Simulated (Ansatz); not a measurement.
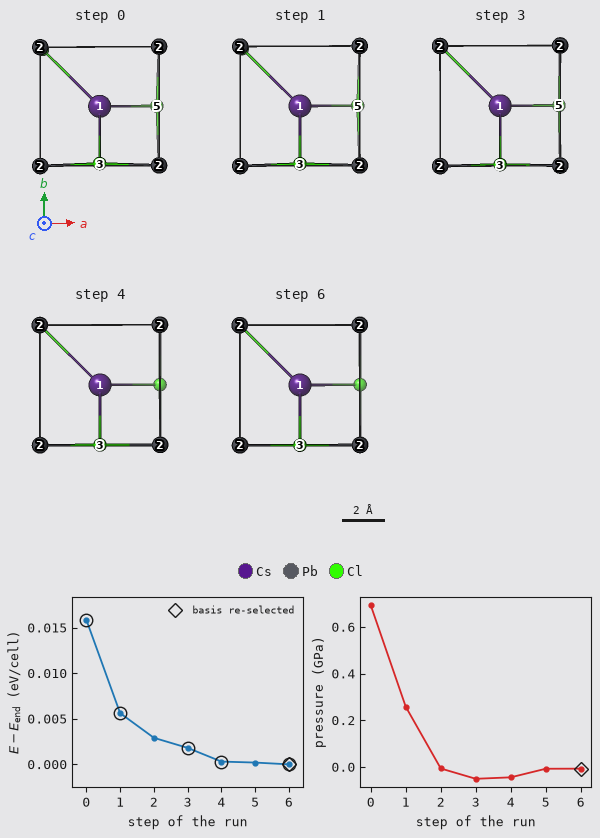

Frames of a relaxation of a crystal of CsPbCl3 (set up in R32), marked on the history of the run. The picture is a ball-and-stick view of the cell of the calculation, seen along the c axis.

All numbers below come from DFT PBE, scalar-relativistic, plane waves, PAW in Ansatz 0.2.0. (plane-wave cutoff 420 eV; k-point mesh 6 × 6 × 6; occupations gaussian; smearing width 0.02 eV; no spin polarisation; cell and atoms relaxed; force threshold 0.005 eV/Å; at most 80 steps)

Question: Describe the path.

Answer: The largest moves relative to the cell, 0.15 Å, are those of Cl atoms. Pb and Cs stay in place. The drawn cell changes as follows: a = b = c 5.677 → 5.736 Å (+1.0 %), α 89.7° → 90.0°, β 89.7° → 90.0°, γ 89.7° → 90.0°; the volume changes by +3.2 %. Among the contacts that change: Cl–Cs 3.854 → 4.056 Å, Cl–Cs 4.152 → 4.056 Å, Cl–Cs 4.028 → 4.057 Å, Cl–Pb 2.842 → 2.868 Å. Bond angles that change, for instance: Pb–Cl–Pb 174.0° → 180.0°, Cl–Pb–Cl 174.0° → 180.0°, Cl–Pb–Cl 94.6° → 90.0°. The space group (tolerance 0.01 Å) goes from R32 (No. 155) to Pm-3m (No. 221). Over 5 accepted moves (6 points after the start) the energy falls by 15.9 meV per cell of the calculation. Largest force component: 0.015 eV/Å at the start, under 0.0001 eV/Å at the end. Pressure: 0.69 GPa at the start and −0.01 GPa at the end. At 1 point the geometry stayed and the basis and grid were re-selected for the new cell (energy shift of 0.2 meV per cell of the calculation at most each time). From step 0 to 1: volume +1.8 %, energy −10.2 meV per cell of the calculation. From step 1 to 3: Cl atoms move most (0.05 Å), volume +1.5 %, energy −3.8 meV per cell of the calculation. From step 3 to 4: Cl atoms move most (0.08 Å), energy −1.5 meV per cell of the calculation. From step 4 to 6: volume −0.2 %, energy −0.3 meV per cell of the calculation.

```
step  E − E(0), meV/atom  largest force component, eV/Å  pressure, GPa  volume, Å³/atom                      note
   0                0.00                         0.0154           0.69           36.589                          
   1               -2.05                         0.0165           0.26           37.262                          
   2               -2.59                         0.0149          -0.01           37.714                          
   3               -2.81                         0.0110          -0.05           37.805                          
   4               -3.11                         0.0018          -0.04           37.813                          
   5               -3.13                         0.0000          -0.01           37.749                          
   6               -3.17                         0.0000          -0.01           37.749  same geometry, new basis
```
